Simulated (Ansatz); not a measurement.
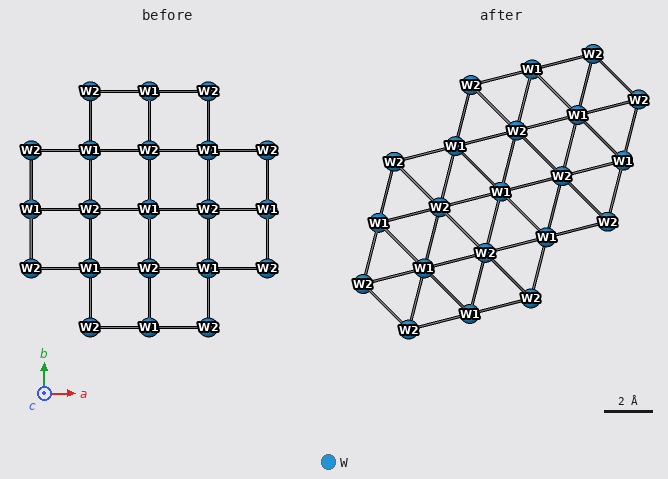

The structure of crystalline W (a generated structure, set up in I4_1/amd) before (left) and after (right) a relaxation, at one scale.

The picture is a ball-and-stick view of the conventional cell (2 times the calculation's cell), seen along the c axis. Lengths and directions refer to the drawn axes.

Phase: beta-Sn type.

Theory: DFT, RPBE, plane waves (420 eV) with PAW, scalar-relativistic (Ansatz 0.2.0).

Input
```yaml
crystal:
  lattice:
    - [-2.4791836024, 2.4791836024, 1.3536342469]
    - [2.4791836024, -2.4791836024, 1.3536342469]
    - [2.4791836024, 2.4791836024, -1.3536342469]
  atoms:
    - { symbol: W, position: [0.0, 0.0, 0.0] }
    - { symbol: W, position: [0.75, 0.25, 0.5] }
hamiltonian:
  xc: rpbe
  pseudopotentials:
    kind: paw
    azcp:
      W: "pseudopotentials/W.paw.azcp"
basis:
  ecutwfc: 420
  fft_grid_basis: typed
kpoints:
  mp_grid: { grid: [13, 13, 9], shift: [0, 0, 0] }
magnetization:
  spin_polarized: false
scf:
  occupations: { method: fermi_dirac, width: 0.1 }
relax:
  max_steps: 60
  f_tol: 0.01
  cell: {}
```

Summarise the run.

Answer. After 14 accepted moves (16 points after the start) the energy has fallen by 1.810 eV per cell of the calculation. Largest force component: 0.00044 eV/Å at the start, under 0.0001 eV/Å at the end. Pressure: 18.53 GPa at the start and 0.00 GPa at the end. The SCF was repeated twice at an unchanged geometry on a basis and grid sized afresh for the cell, which shifted the energy by 55.0 meV per cell of the calculation at most. No atom moves by more than 0.005 Å relative to the cell. The volume changes by +0.3 %, with a = b 4.958 → 5.299 Å (+6.9 %), c unchanged at 2.707 Å, γ 90.0° → 61.4°. Near-neighbour distances that change, for instance: W1–W1 3.758 → 3.026 Å, W1–W2 2.570 → 2.734 Å, W1–W2 (another image) 3.205 → 3.338 Å. New bonds form: W1–W1 (3.76 → 3.03 Å), W2–W2 (3.76 → 3.03 Å). Bond angles that change, for instance: W2–W1–W2 94.0° → 67.2°, W2–W1–W2 94.0° → 120.6°. The space group (tolerance 0.01 Å) goes from I4_1/amd (No. 141) to Fddd (No. 70). Cost: 100 s on 2 threads of Intel(R) Xeon(R) Platinum 8259CL CPU @ 2.50GHz (Skylake/Cascade Lake), on a shared host, peak memory 0.58 GiB.
